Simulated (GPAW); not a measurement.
# Core-hole calculation of the Ga K edge in GaN (P6_3mc), part 3 of 4

Aim: the dependence of the Ga K near-edge features of GaN (P6_3mc) on volume.

GPAW 26.7.0; X-ray absorption from dipole matrix elements to empty bands, plane-wave PAW revPBE.

So far. Step 4 (Spectrum with FCH, Ga atom 1): The energy difference (zero at 10402 eV) isn't read as a photon energy: for so heavy an absorber the terms left out (the hole's spin, the functional's error) amount to tens of eV or more. Step 6 (Spectrum with FCH, Ga atom 1): The scaled spectrum changes by 6 % r.m.s. The highest intensity below 24 eV stays at 8.2 eV.

The database entry behind the starting cell differs from later determinations by our own check (about 0.3 % short, ideal inner coordinate), so it need not match the best structure at ambient conditions.

### 7. Reference energy of the supercell

Level of this step: plane-wave PAW DFT, revPBE, self-consistent field (GPAW).

The cell changes for the next run, so it gets a reference energy of its own.

The cell differs from the one that the last finished run ended in (a 5.395 → 5.452 Å, b 5.395 → 5.452 Å, c 5.942 → 6.005 Å).

The input, scf.py:

```python
import numpy as np
from ase import Atoms
from ase.parallel import parprint, paropen
from gpaw import GPAW, PW, FermiDirac, Mixer, MixerDif, setup_paths
from gpaw.test import gen
setup_paths.insert(0, '.')
gen('Ga', name='nch1s', xcname='revPBE', corehole=(1, 0, 0), write_xml=True)
from gpaw.mpi import world
world.barrier()

atoms = Atoms('Ga6N6',
    cell=[[0, -5.45228219, 0],
     [4.72181489, -2.7261411, 0],
     [-1.5739383, 2.7261411, 5.11381461]],
    scaled_positions=[[0.83333333, 0.5, 0.5],
     [0.16666667, 0.83333333, 0.5],
     [0.5, 0.16666667, 0.5],
     [0.66666667, 0, 0],
     [0, 0.33333333, 0],
     [0.33333333, 0.66666667, 0],
     [0.95833333, 0.625, 0.875],
     [0.29166667, 0.95833333, 0.875],
     [0.625, 0.29166667, 0.875],
     [0.79166667, 0.125, 0.375],
     [0.125, 0.45833333, 0.375],
     [0.45833333, 0.79166667, 0.375]],
    pbc=True)
atoms.calc = calc = GPAW(legacy_gpaw=True, mode=PW(500, force_complex_dtype=True), xc='revPBE', setups={0: 'nch1s'},
    kpts={'size': (4, 4, 4), 'gamma': True}, occupations=FermiDirac(0.02),
    charge=0, mixer=Mixer(0.1, 5, 50), maxiter=150,
    convergence={'density': 0.0001, 'eigenstates': 1e-6}, txt='scf.txt')
energy = atoms.get_potential_energy() + calc.get_reference_energy()
ef = calc.get_fermi_level()
out = dict(energy=energy, fermi=ef, forces=atoms.get_forces().tolist())
parprint(f'all-electron energy {energy:.4f} eV, Fermi level {ef:.4f} eV')
ev = np.array([[calc.get_eigenvalues(k, s) for k in range(len(calc.get_ibz_k_points()))] for s in range(calc.get_number_of_spins())])
out['homo'], out['lumo'], out['counts'] = ev[ev < ef].max(), ev[ev > ef].min(), sorted(set((ev < ef).sum((0, 2)).tolist()))
out['filled'] = (ev[:, 0] < ef).sum(1).tolist()
import json
with paropen('out.json', 'w') as f:
    json.dump(out, f)
```

On the command line:

```
> OMP_NUM_THREADS=1 mpirun -n 4 gpaw python scf.py
```

Numbers of over 12 decimals in the logs are rounded to 6 here.

Output:

```text
Input parameters:
  convergence: {density: 0.0001,
                eigenstates: 1e-06}
  kpts: {gamma: True,
         size: (4, 4, 4)}
  maxiter: 150
  mixer: {backend: pulay,
          beta: 0.1,
          method: separate,
          nmaxold: 5,
          weight: 50}
  mode: {ecut: 500.0,
         force_complex_dtype: True,
         name: pw}
  occupations: {fixmagmom: False,
                name: fermi-dirac,
[...]
4s(2) :    -0.326311     1.132991
*s    :     0.673689
4p(1) :    -0.092959     1.011308
*p    :     0.907041
*d    :     0.000000
--------------------------------

Diagonalizing with gridspacing h=0.050

state   all-electron     PAW
-------------------------------
4s:      -0.326311    -0.326463
4p:      -0.092959    -0.093044
*d:                    0.026030
*f:                    0.060048
-------------------------------
all-electron energy -326296.7787 eV, Fermi level 7.7366 eV
[key lines of the parts left out:]
Converged after 15 iterations.
Dipole moment: (2.962263, -5.130791, 4.185871) |e|*Ang
Free energy:    -64.034102
Fermi level: 7.73662
```

It took 42 s on 4 MPI ranks of Intel Xeon Platinum 8259CL at 2.50GHz (Skylake/Cascade Lake), shared host; peak memory 0.26 GiB.

Reference energy: -326296.779 eV with the cores included.

### 8. Spectrum with FCH, Ga atom 1

Shorter bonds are expected to push antibonding states and scattering resonances up, and longer ones down; the cell is scaled to test that.

Changed against the first core-hole run: volume scale from 1 to 0.97.

The input, xas.py:

```python
import numpy as np
from ase import Atoms
from ase.parallel import parprint, paropen
from gpaw import GPAW, PW, FermiDirac, Mixer, MixerDif, setup_paths
from gpaw.test import gen
setup_paths.insert(0, '.')
gen('Ga', name='fch1s', xcname='revPBE', corehole=(1, 0, 1), write_xml=True)
from gpaw.mpi import world
world.barrier()

atoms = Atoms('Ga6N6',
    cell=[[0, -5.45228219, 0],
     [4.72181489, -2.7261411, 0],
     [-1.5739383, 2.7261411, 5.11381461]],
    scaled_positions=[[0.83333333, 0.5, 0.5],
     [0.16666667, 0.83333333, 0.5],
     [0.5, 0.16666667, 0.5],
     [0.66666667, 0, 0],
     [0, 0.33333333, 0],
     [0.33333333, 0.66666667, 0],
     [0.95833333, 0.625, 0.875],
     [0.29166667, 0.95833333, 0.875],
     [0.625, 0.29166667, 0.875],
     [0.79166667, 0.125, 0.375],
     [0.125, 0.45833333, 0.375],
     [0.45833333, 0.79166667, 0.375]],
    pbc=True)
atoms.calc = calc = GPAW(legacy_gpaw=True, mode=PW(500, force_complex_dtype=True), xc='revPBE', setups={0: 'fch1s'},
    kpts={'size': (4, 4, 4), 'gamma': True}, occupations=FermiDirac(0.02),
    charge=0, mixer=Mixer(0.1, 5, 50), maxiter=150,
    convergence={'density': 0.0001, 'eigenstates': 1e-6}, txt='scf.txt')
energy = atoms.get_potential_energy() + calc.get_reference_energy()
ef = calc.get_fermi_level()
out = dict(energy=energy, fermi=ef, forces=atoms.get_forces().tolist())
parprint(f'all-electron energy {energy:.4f} eV, Fermi level {ef:.4f} eV')
ev = np.array([[calc.get_eigenvalues(k, s) for k in range(len(calc.get_ibz_k_points()))] for s in range(calc.get_number_of_spins())])
out['homo'], out['lumo'], out['counts'] = ev[ev < ef].max(), ev[ev > ef].min(), sorted(set((ev < ef).sum((0, 2)).tolist()))
out['filled'] = (ev[:, 0] < ef).sum(1).tolist()

from ase.units import Ha
from gpaw.xas import dipole_matrix_elements
nb = int(calc.get_number_of_electrons() / 2) + 81
top, nb = nb, nb + 8 + nb // 12
nscf = calc.fixed_density(kpts={'size': (5, 5, 5), 'gamma': True}, nbands=nb,
    convergence={'bands': top, 'eigenstates': 5e-3}, maxiter=60, txt='nscf.txt')
cell = atoms.cell.array
ops = [cell.T @ U.T @ np.linalg.inv(cell.T) for U in nscf.wfs.kd.symmetry.op_scc]
filled = [24]  # bands filled in the ground state, by spin
E = np.arange(-6, 34, 0.1)
fwhm = np.interp(E, [4, 25], [1.82, 3.5])
Y, X, zero, highest = 0, 0, 1e9, 1e9
for spin in range(nscf.get_number_of_spins()):
    wfs = nscf.wfs
    mine = wfs.bd.get_slice()  # this rank's bands
    A = dipole_matrix_elements(wfs.setups[0])
    eps = np.zeros((wfs.kd.nibzkpts, nb))
    d = np.zeros((3, A.shape[1], wfs.kd.nibzkpts, nb), complex)
    for kpt in wfs.kpt_u:
        if kpt.s == spin and 0 in kpt.P_ani:
            eps[kpt.k, mine] = kpt.eps_n * Ha
            d[:, :, kpt.k, mine] = (kpt.weight * wfs.nspins / 2) ** 0.5 * np.inner(A, kpt.P_ani[0])
    world.sum(eps)
    world.sum(d)
    T = np.einsum('amkn,bmkn->abkn', d, d.conj()).real
    T = sum(np.einsum('ai,ijkn,bj->abkn', R, T, R) for R in ops) / len(ops)
    empty = np.ones_like(eps, bool) & (np.arange(nb) >= filled[spin])
    zero, highest = min(zero, eps[empty].min()), min(highest, eps[:, top - 1].min())
    lines = [(eps, T, empty)] if spin == 0 else lines + [(eps, T, empty)]
for eps, T, empty in lines:
    f = np.einsum('aakn->akn', T).reshape(3, -1)
    x = eps.ravel() - zero
    w = np.interp(x, E, fwhm) / 2.35482
    g = np.exp(-0.5 * ((E[:, None] - x) / w) ** 2) / (w * (2 * np.pi) ** 0.5)
    Y = Y + (f * empty.ravel()) @ g.T
    X = X + (f * ~empty.ravel()) @ g.T
out.update(E=E.round(2).tolist(), xas=Y.tolist(), xes=X.tolist(), zero=zero, valid=highest - zero, nk=len(eps), nb=nb)
for i in range(0, len(E), 10):
    parprint(f'{E[i]:7.2f}', *(f'{v:10.3e}' for v in Y[:, i]))
import json
with paropen('out.json', 'w') as f:
    json.dump(out, f)
```

On the command line:

```
> OMP_NUM_THREADS=1 mpirun -n 4 gpaw python xas.py
```

Output:

```text
Input parameters:
  convergence: {density: 0.0001,
                eigenstates: 1e-06}
  kpts: {gamma: True,
         size: (4, 4, 4)}
  maxiter: 150
  mixer: {backend: pulay,
          beta: 0.1,
          method: separate,
          nmaxold: 5,
          weight: 50}
  mode: {ecut: 500.0,
         force_complex_dtype: True,
         name: pw}
  occupations: {fixmagmom: False,
                name: fermi-dirac,
[...]
*p    :     0.587383
*d    :     0.000000
--------------------------------

Diagonalizing with gridspacing h=0.050

state   all-electron     PAW
-------------------------------
4s:      -0.716397    -0.716622
4p:      -0.412617    -0.412811
*d:                   -0.113185
*f:                   -0.025350
-------------------------------
all-electron energy -315904.0763 eV, Fermi level 8.1925 eV
[...]
32.00  1.223e-07  1.227e-07  7.583e-08
  33.00  1.062e-07  1.072e-07  6.955e-08
[key lines of the parts left out:]
Converged after 20 iterations.
Dipole moment: (3.105917, -5.864532, 4.058201) |e|*Ang
Free energy:    -81.533902
Fermi level: 8.19254
```

Run time: 2.3 min. Hardware: 4 MPI ranks; peak memory 0.45 GiB; 9 min of CPU time.

| E (eV) | first run | this run |
| --- | --- | --- |
| -2.0 | 0.00 | 0.00 |
| -1.0 | 0.00 | 0.00 |
| 0.0 | 0.00 | 0.01 |
| 1.0 | 0.06 | 0.07 |
| 2.0 | 0.38 | 0.44 |
| 3.0 | 1.01 | 1.07 |
| 4.0 | 1.27 | 1.24 |
| 5.0 | 1.18 | 1.13 |
| 6.0 | 1.35 | 1.31 |
| 7.0 | 1.67 | 1.65 |
| 8.0 | 2.08 | 2.07 |
| 9.0 | 1.74 | 1.73 |
| 10.0 | 1.17 | 1.16 |
| 11.0 | 1.05 | 1.06 |
| 12.0 | 0.98 | 1.03 |
| 13.0 | 0.73 | 0.79 |
| 14.0 | 0.57 | 0.59 |
| 15.0 | 0.59 | 0.58 |
| 16.0 | 0.72 | 0.70 |
| 17.0 | 0.86 | 0.84 |
| 18.0 | 0.97 | 0.94 |
| 19.0 | 1.02 | 1.00 |
| 20.0 | 0.98 | 0.99 |
| 21.0 | 0.91 | 0.94 |
| 22.0 | 0.84 | 0.87 |
| 23.0 | 0.78 | 0.81 |
| 24.0 | 0.76 | 0.78 |
| 25.0 | 0.78 | 0.79 |
| 26.0 | 0.82 | 0.84 |
| 27.0 | 0.85 | 0.88 |
| 28.0 | 0.83 | 0.87 |

The scaled spectrum changes by 3 % r.m.s. The highest intensity below 24 eV stays at 8.2 eV.

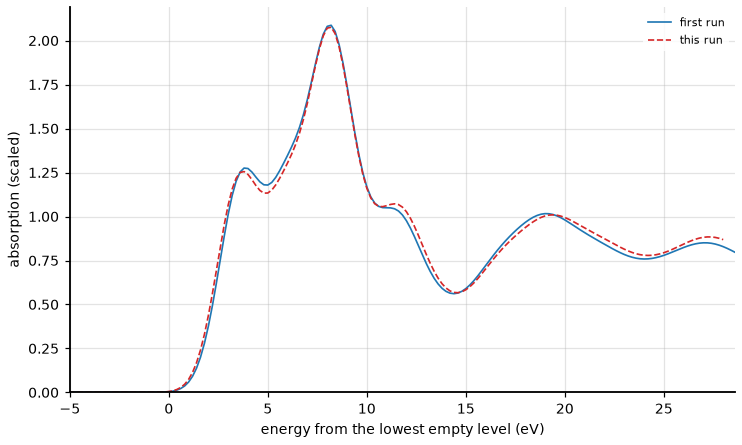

The effect of the change (volume scale from 1 to 0.97).

The photon energy of the zero moves by +0.13 eV.

### 9. Supercell without a hole, the energy reference

The cell changes for the next run, so it gets a reference energy of its own.

The cell differs from the one that the last finished run ended in (a 5.452 → 5.562 Å, b 5.452 → 5.562 Å, c 6.005 → 6.126 Å).

scf.py, as its differences from that of step 7:

```diff
@@ -11,5 +11,5 @@
 atoms = Atoms('Ga6N6',
-    cell=[[0, -5.45228219, 0],
-     [4.72181489, -2.7261411, 0],
-     [-1.5739383, 2.7261411, 5.11381461]],
+    cell=[[0, -5.56245899, 0],
+     [4.81723079, -2.7812295, 0],
+     [-1.6057436, 2.7812295, 5.21715184]],
     scaled_positions=[[0.83333333, 0.5, 0.5],
```

On the command line:

```
> OMP_NUM_THREADS=1 mpirun -n 4 gpaw python scf.py
```

Output:

```text
Input parameters:
  convergence: {density: 0.0001,
                eigenstates: 1e-06}
  kpts: {gamma: True,
         size: (4, 4, 4)}
  maxiter: 150
  mixer: {backend: pulay,
          beta: 0.1,
          method: separate,
          nmaxold: 5,
          weight: 50}
  mode: {ecut: 500.0,
         force_complex_dtype: True,
         name: pw}
  occupations: {fixmagmom: False,
                name: fermi-dirac,
[...]
4s(2) :    -0.326311     1.132991
*s    :     0.673689
4p(1) :    -0.092959     1.011308
*p    :     0.907041
*d    :     0.000000
--------------------------------

Diagonalizing with gridspacing h=0.050

state   all-electron     PAW
-------------------------------
4s:      -0.326311    -0.326463
4p:      -0.092959    -0.093044
*d:                    0.026030
*f:                    0.060048
-------------------------------
all-electron energy -326297.7774 eV, Fermi level 7.3511 eV
[key lines of the parts left out:]
Converged after 17 iterations.
Dipole moment: (3.184181, -5.515165, 4.025642) |e|*Ang
Free energy:    -65.032763
Fermi level: 7.35109
```

It took 47 s on 4 MPI ranks; peak memory 0.27 GiB; 3.1 min of CPU time.

Reference energy: -326297.777 eV with the cores included.

### 10. Spectrum with FCH, Ga atom 1

Shorter bonds are expected to push antibonding states and scattering resonances up, and longer ones down; the cell is scaled to test that.

Changed against the first core-hole run: volume scale from 1 to 1.03.

xas.py, as its differences from that of step 8:

```diff
@@ -11,5 +11,5 @@
 atoms = Atoms('Ga6N6',
-    cell=[[0, -5.45228219, 0],
-     [4.72181489, -2.7261411, 0],
-     [-1.5739383, 2.7261411, 5.11381461]],
+    cell=[[0, -5.56245899, 0],
+     [4.81723079, -2.7812295, 0],
+     [-1.6057436, 2.7812295, 5.21715184]],
     scaled_positions=[[0.83333333, 0.5, 0.5],
@@ -41,3 +41,3 @@
 from gpaw.xas import dipole_matrix_elements
-nb = int(calc.get_number_of_electrons() / 2) + 81
+nb = int(calc.get_number_of_electrons() / 2) + 86
 top, nb = nb, nb + 8 + nb // 12
```

On the command line:

```
> OMP_NUM_THREADS=1 mpirun -n 4 gpaw python xas.py
```

Output:

```text
Input parameters:
  convergence: {density: 0.0001,
                eigenstates: 1e-06}
  kpts: {gamma: True,
         size: (4, 4, 4)}
  maxiter: 150
  mixer: {backend: pulay,
          beta: 0.1,
          method: separate,
          nmaxold: 5,
          weight: 50}
  mode: {ecut: 500.0,
         force_complex_dtype: True,
         name: pw}
  occupations: {fixmagmom: False,
                name: fermi-dirac,
[...]
*p    :     0.587383
*d    :     0.000000
--------------------------------

Diagonalizing with gridspacing h=0.050

state   all-electron     PAW
-------------------------------
4s:      -0.716397    -0.716622
4p:      -0.412617    -0.412811
*d:                   -0.113185
*f:                   -0.025350
-------------------------------
all-electron energy -315904.1864 eV, Fermi level 7.3526 eV
[...]
32.00  1.131e-07  1.130e-07  7.724e-08
  33.00  9.841e-08  9.833e-08  7.385e-08
[key lines of the parts left out:]
Converged after 16 iterations.
Dipole moment: (3.332883, -6.248633, 3.892504) |e|*Ang
Free energy:    -81.644030
Fermi level: 7.35257
```

Elapsed: 2.3 min, on 4 MPI ranks; peak memory 0.47 GiB.

| E (eV) | first run | this run |
| --- | --- | --- |
| -2.0 | 0.00 | 0.00 |
| -1.0 | 0.00 | 0.00 |
| 0.0 | 0.00 | 0.00 |
| 1.0 | 0.06 | 0.05 |
| 2.0 | 0.38 | 0.33 |
| 3.0 | 1.01 | 0.96 |
| 4.0 | 1.27 | 1.29 |
| 5.0 | 1.18 | 1.23 |
| 6.0 | 1.35 | 1.40 |
| 7.0 | 1.67 | 1.69 |
| 8.0 | 2.08 | 2.09 |
| 9.0 | 1.74 | 1.76 |
| 10.0 | 1.17 | 1.18 |
| 11.0 | 1.05 | 1.03 |
| 12.0 | 0.98 | 0.92 |
| 13.0 | 0.73 | 0.69 |
| 14.0 | 0.57 | 0.56 |
| 15.0 | 0.59 | 0.60 |
| 16.0 | 0.72 | 0.74 |
| 17.0 | 0.86 | 0.89 |
| 18.0 | 0.97 | 0.99 |
| 19.0 | 1.02 | 1.02 |
| 20.0 | 0.98 | 0.96 |
| 21.0 | 0.91 | 0.88 |
| 22.0 | 0.84 | 0.81 |
| 23.0 | 0.78 | 0.76 |
| 24.0 | 0.76 | 0.74 |
| 25.0 | 0.78 | 0.76 |
| 26.0 | 0.82 | 0.80 |
| 27.0 | 0.85 | 0.82 |
| 28.0 | 0.83 | 0.80 |

The scaled spectrum changes by 3 % r.m.s. The highest intensity below 24 eV stays at 8.2 eV.

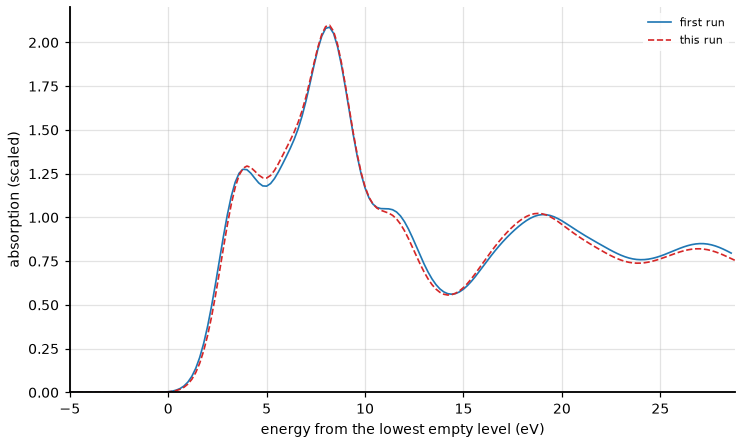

The effect of the change (volume scale from 1 to 1.03).

The photon energy of the zero moves by -0.13 eV.

### 11. Supercell without a hole, the energy reference

The cell changes for the next run, so it gets a reference energy of its own.

The cell differs from the one that the last finished run ended in (a 5.562 → 5.616 Å, b 5.562 → 5.616 Å, c 6.126 → 6.185 Å).

scf.py, as its differences from that of step 9:

```diff
@@ -11,5 +11,5 @@
 atoms = Atoms('Ga6N6',
-    cell=[[0, -5.56245899, 0],
-     [4.81723079, -2.7812295, 0],
-     [-1.6057436, 2.7812295, 5.21715184]],
+    cell=[[0, -5.61594746, 0],
+     [4.86355316, -2.80797373, 0],
+     [-1.62118439, 2.80797373, 5.26731984]],
     scaled_positions=[[0.83333333, 0.5, 0.5],
```

On the command line:

```
> OMP_NUM_THREADS=1 mpirun -n 4 gpaw python scf.py
```

Output:

```text
Input parameters:
  convergence: {density: 0.0001,
                eigenstates: 1e-06}
  kpts: {gamma: True,
         size: (4, 4, 4)}
  maxiter: 150
  mixer: {backend: pulay,
          beta: 0.1,
          method: separate,
          nmaxold: 5,
          weight: 50}
  mode: {ecut: 500.0,
         force_complex_dtype: True,
         name: pw}
  occupations: {fixmagmom: False,
                name: fermi-dirac,
[...]
4s(2) :    -0.326311     1.132991
*s    :     0.673689
4p(1) :    -0.092959     1.011308
*p    :     0.907041
*d    :     0.000000
--------------------------------

Diagonalizing with gridspacing h=0.050

state   all-electron     PAW
-------------------------------
4s:      -0.326311    -0.326463
4p:      -0.092959    -0.093044
*d:                    0.026030
*f:                    0.060048
-------------------------------
all-electron energy -326297.9865 eV, Fermi level 6.9659 eV
[key lines of the parts left out:]
Converged after 15 iterations.
Dipole moment: (3.291377, -5.700837, 3.948048) |e|*Ang
Free energy:    -65.241902
Fermi level: 6.96591
```

Elapsed: 52 s, on 4 MPI ranks; peak memory 0.27 GiB; 3.4 min of CPU time.

Reference energy: -326297.986 eV with the cores included.

[end of part 3 of 4]

[Banner, clock and machine lines of the logs are left out without a mark of their own.]

[Logs are printed without paths, hosts, clocks, repeated set-up lines and the standing remarks that a program may print on its own settings, such as how far it seeks lower states.]

[Hosts, paths, dates, database ids (printed as entryN), source tags and the programs' standing remarks are cut or masked in the printed files.]

[Lists of maxima count a maximum above −3 eV only where it reaches 4 % of the highest in the window and stands out from its surroundings by 2 % of it (1.5 % where it reaches 55 %); shoulders and weaker maxima are passed over, and of the rest the first, up to two pre-edge ones and the few strongest are named.]
